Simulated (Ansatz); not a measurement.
Consider Lu.

Input file:

```
crystal:
  lattice: { a: 3.90821422, b: 3.90821422, c: 3.90821422, alpha: 90.0, beta: 90.0, gamma: 90.0 }
  space_group: 229
  reduce_to_primitive: true
  atoms:
    - { symbol: Lu, wyckoff: "2a", position: [0.0, 0.0, 0.0] }
hamiltonian:
  xc: r2scan0
  pseudopotentials: { kind: paw }
kpoints:
  mp_grid: { grid: [7, 7, 7] }
scf:
  occupations: { method: cold, width: 0.01 }
  n_extra_bands: 6
output:
  forces: true
  stress: true
  eigenvalues: true
  dos: { projected: false, de: 0.05 }
  write_density: true
  write_potential: true
  elf: true
  volumetric_format: npy
```

Command:

```sh
ansatz run input.yaml --threads 1 --pin off --max-ram 2560MiB --backend cpu --events-out ev --progress --plain --runs-dir out
```

Below, planes, directions and counts refer to the conventional cell (a = 3.91 Å, b = 3.91 Å, c = 3.91 Å, α = 90.00°, β = 90.00°, γ = 90.00°).

Space group Im-3m; a structure from a database of computed crystals, not necessarily the ambient phase.

Computed with Ansatz 0.2.0, Kohn-Sham DFT of a periodic cell, r2SCAN0, Ansatz PAW.

> What will maps of the valence pseudo-density and electron localisation function show?

Lu–Lu (3.38 Å): ρ is about 0.1 e/Å³ halfway; the ELF is about 0.10 at the midpoint: no localised pair shows between them.

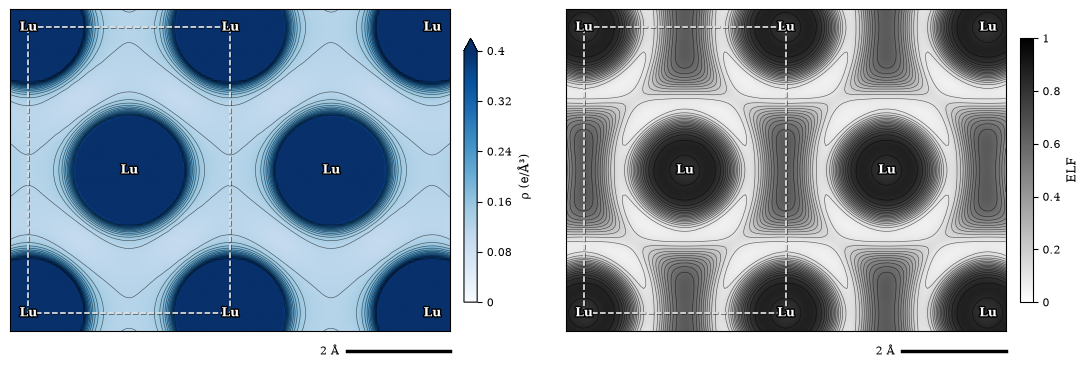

Computed valence pseudo-density and electron localisation function on the (11̄0) plane of the conventional cell, in this order. 

The density is the valence pseudo-density of a PAW calculation; it isn't the true density close to the nuclei.
